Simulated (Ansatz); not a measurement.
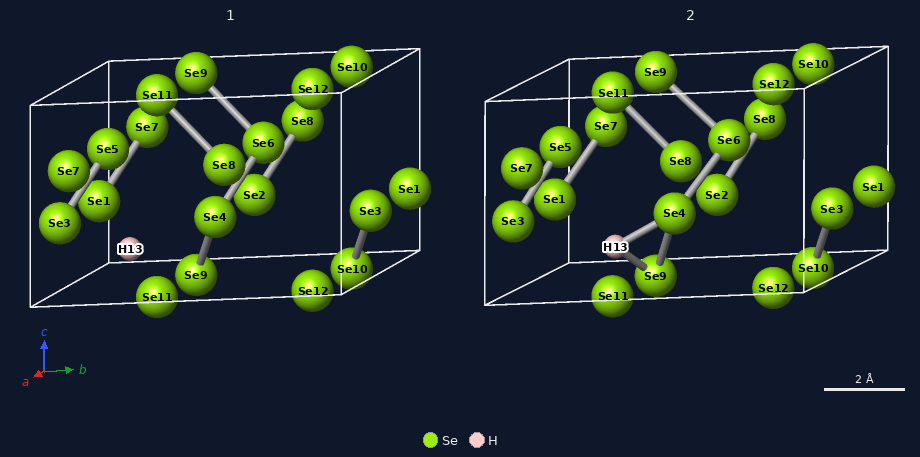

Two geometries of crystalline HSe12 (set up in C2) (coarse preliminary run), drawn at one scale. One is the start of a relaxation, the other its converged end. Style: ball-and-stick. Shown: the cell of the calculation, slightly off an axis.

Computed with DFT PBE+D3(BJ), scalar-relativistic, plane waves, PAW in Ansatz. (plane-wave cutoff 420 eV; k-point mesh 3 × 3 × 4; occupations gaussian; smearing width 0.1 eV; no spin polarisation; cell and atoms relaxed; force threshold 0.0325 eV/Å; at most 70 steps)

Q: Which one is relaxed?

A: Structure 2 is the relaxed one. Case: 1 H put on empty site 1 of 4 host cells, relaxed. The atom that moves furthest relative to the cell is H13 (0.69 Å along +b). Largest moves by element: H 0.69 Å, Se 0.15 Å. Cell: a 8.132 → 8.070 Å (−0.8 %), b 8.132 → 8.347 Å (+2.6 %), c 5.127 → 5.180 Å (+1.0 %), β 90.0° → 89.5°, γ 120.0° → 121.1°. Volume +1.7 %. Some distances before and after: Se4–H13 2.327 → 1.812 Å, Se4–Se6 2.442 → 2.518 Å, Se4–Se9 2.442 → 2.513 Å, Se2–Se8 2.442 → 2.480 Å. New bonds form: Se4–H13 (2.33 → 1.81 Å), Se9–H13 (2.33 → 1.81 Å). Among the angles between lasting bonds that change: Se4–Se6–Se9 103.6° → 96.9°. The space group stays C2 (No. 5). After 8 accepted moves (11 points after the start) the energy has fallen by 21.6 meV per atom. Largest force component: 0.45 eV/Å at the start, 0.011 eV/Å at the end. Pressure: 0.41 GPa at the start and 0.03 GPa at the end. The line search rejected the trial steps at points 1, 6 of the run. The SCF was repeated once at an unchanged geometry on a basis and grid sized afresh for the cell, which shifted the energy by less than 0.05 meV per atom at most.
